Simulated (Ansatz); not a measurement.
Ga4AsP3

```
P As Ga
1.0
    -6.39738    0.00000   -0.00031
     0.00000   -3.88080    0.00000
     0.00033    0.00000    6.71694
P As Ga
3 1 4
Direct
  0.00056 0.00000 0.33079
  0.99876 0.50000 0.83559
  0.50027 0.50000 0.16753
  0.49795 0.00000 0.66603
  0.62939 0.00000 0.32638
  0.62919 0.50000 0.84053
  0.12827 0.50000 0.16667
  0.11562 0.00000 0.66647
```

Space group Pm; started from the ordered alloy on wurtzite lattice prototype, which need not be the ambient phase.

Computed with Ansatz 0.2.0, DFT, PBE0, plane waves, PAW.

Core electrons are frozen (PAW), and the valence fields are smoothed inside the atomic spheres.

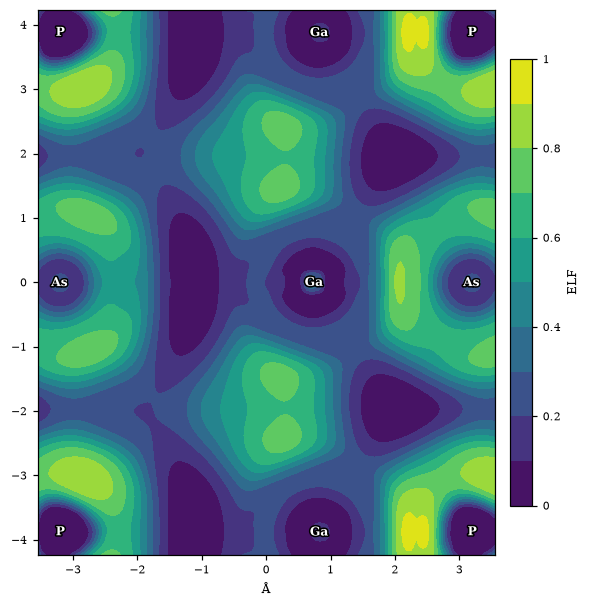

Figure 1. ELF on the (011̄) plane of the conventional cell.

What does the map show?

- The section cuts through P, As and Ga sites.
- Ga–As (2.45 Å): the ELF peaks at about 0.85 between the atoms: localised, covalent bonding.

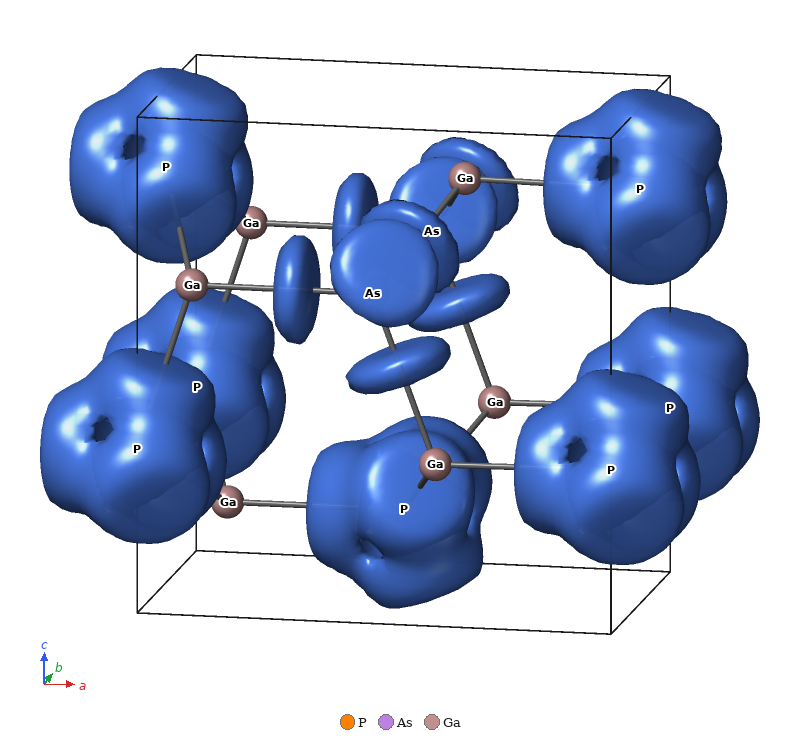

Figure 2. Isosurface of the ELF at 0.7 (blue), seen slightly off an axis. Only the valence region is drawn (cores and ρ < 0.01 e/Å³ removed). Sticks mark near contacts.

What do the ELF domains correspond to?

At this value the surface marks out four regions between bonded As–Ga atoms (shared pairs) and three regions on P in which the atom's valence shell and bonds are merged, counted in one cell of 8 atoms. Regions shared between cells count once. Along the contacts the grid gives the following. Ga–P (2.35 Å): the ELF peaks at about 0.90 between the atoms; localised, covalent bonding. Ga–As (2.42 Å): the ELF peaks at about 0.80 between the atoms, as expected for a shared electron pair.

Metal or insulator at this level of theory?

It is gapped, with a Kohn–Sham gap of 2.6 eV on the k-point mesh (the band edges may lie off the mesh, which would make the gap smaller).
